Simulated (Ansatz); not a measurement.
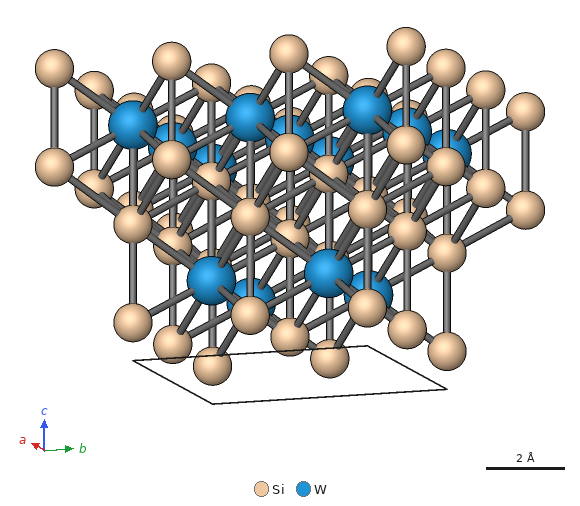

Starting structure of a slab of composition Si₂W (cut from the I4/mmm phase). Style: ball-and-stick. Shown: the 2 × 2 repeat of the cell, outlined in the plane, without the vacuum, from a free direction.

Case: clean slab, lower half held. The slab is the (0 0 1) face of Si2W. 3 atoms are held fixed.

The calculation used DFT PBEsol, scalar-relativistic, plane waves, PAW in Ansatz.

Input
```yaml
crystal:
  lattice:
    - [3.2024995627, 0.0, 0.0]
    - [0.0, 3.2024995627, 0.0]
    - [0.0, 0.0, 23.4948902235]
  atoms:
    - { symbol: Si, position: [0.0, 0.0, 0.3617807923] }
    - { symbol: W, position: [0.5, 0.5, 0.4168358263] }
    - { symbol: Si, position: [0.0, 0.0, 0.4718908603] }
    - { symbol: Si, position: [0.5, 0.5, 0.5281091397] }
    - { symbol: W, position: [0.0, 0.0, 0.5831641737] }
    - { symbol: Si, position: [0.5, 0.5, 0.6382192077] }
basis:
  ecutwfc: 420
kpoints:
  mp_grid: { grid: [9, 9, 1] }
hamiltonian:
  xc: pbesol
scf:
  occupations: { method: gaussian, width: 0.1 }
output:
  forces: true
  eigenvalues: true
  write_density: true
  write_potential: true
  elf: true
  volumetric_format: npy
relax:
  adjacent_minimum: "off"
  f_tol: 0.03
  max_steps: 70
  constraints: [{ sites: [0, 1, 2] }]
efield:
  axis: 3
  dipole_correction: true
  ramp_width: 0.04
```

Run as
```bash
ansatz run input.yaml --threads 1 --pin off --max-ram 2560MiB --backend cpu --events-out ev --progress --plain --runs-dir out
```

What does the optimiser find from here?

The energy falls by 26.2 meV per cell of the calculation in 3 geometry steps. The largest force component goes from 0.36 to 0.0041 eV/Å. The atom that moves furthest is Si6 (0.10 Å along the normal (−c)). Largest moves by element: Si 0.10 Å, W 0.07 Å. The cell doesn't change. Some distances before and after: Si3–W5 2.614 → 2.549 Å, W2–Si4 2.614 → 2.557 Å, Si4–Si6 2.587 → 2.543 Å, Si3–Si4 2.622 → 2.593 Å.

Step by step:

```json
{"step": "0", "E − E(0), meV/atom": "0.00", "largest force component, eV/Å": "0.3573"}
{"step": "1", "E − E(0), meV/atom": "-3.92", "largest force component, eV/Å": "0.2525"}
{"step": "2", "E − E(0), meV/atom": "-4.31", "largest force component, eV/Å": "0.0724"}
{"step": "3", "E − E(0), meV/atom": "-4.37", "largest force component, eV/Å": "0.0041"}
```

The end point in the same view:

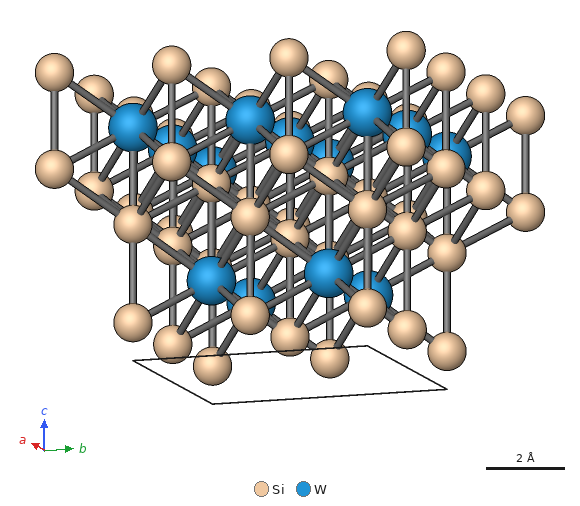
